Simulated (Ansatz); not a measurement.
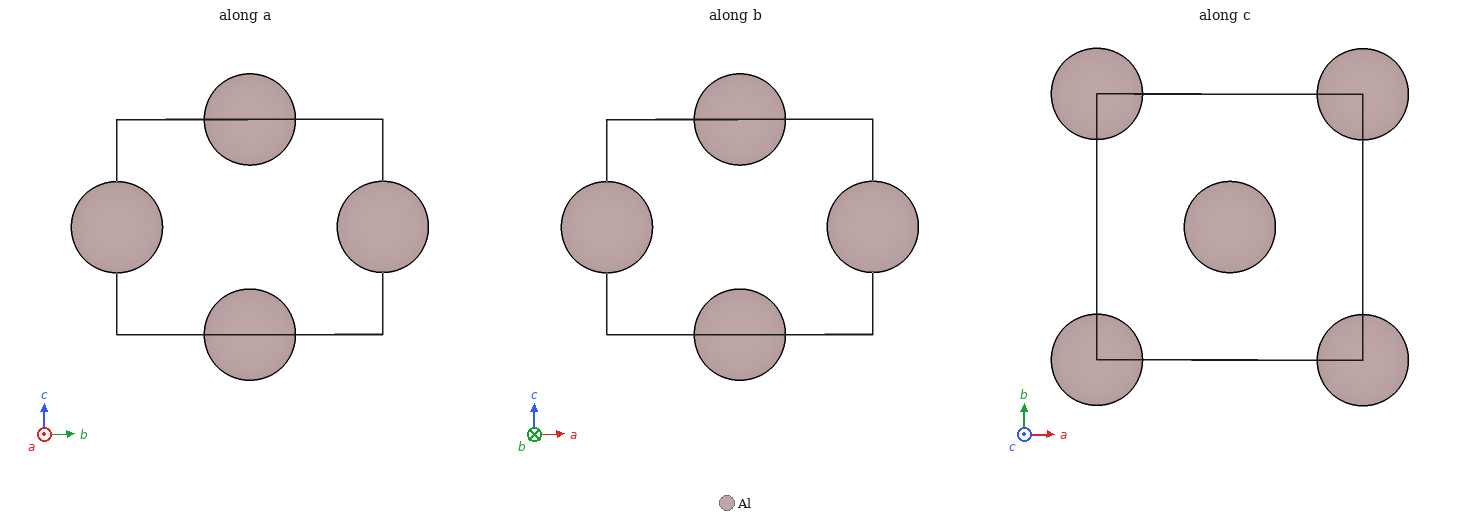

The crystal in a spheres-only representation, seen along the a axis, along the b axis and along the c axis. Lines trace the edges of the drawn cell (a repeat of the simulation cell).

Lattice parameters: a = 3.477 Å, b = 3.477 Å, c = 2.814 Å, α = 89.93°, β = 89.93°, γ = 90.09°. Put a along x and b in the xy plane.

> Put the structure into a POSCAR file.

```
Al
1.0
     3.477    0.000    0.000
    -0.005    3.477    0.000
     0.003    0.003    2.814
Al
2
Direct
  0.0000 0.0000 0.5000
  0.5000 0.5000 0.0000
```

The model was built from a structure type filled with this element by a generator (whether the element takes this form wasn't checked). It is drawn as it came out of a relaxation with DFT PBE, scalar-relativistic, plane waves, PAW (Ansatz 0.2.0).
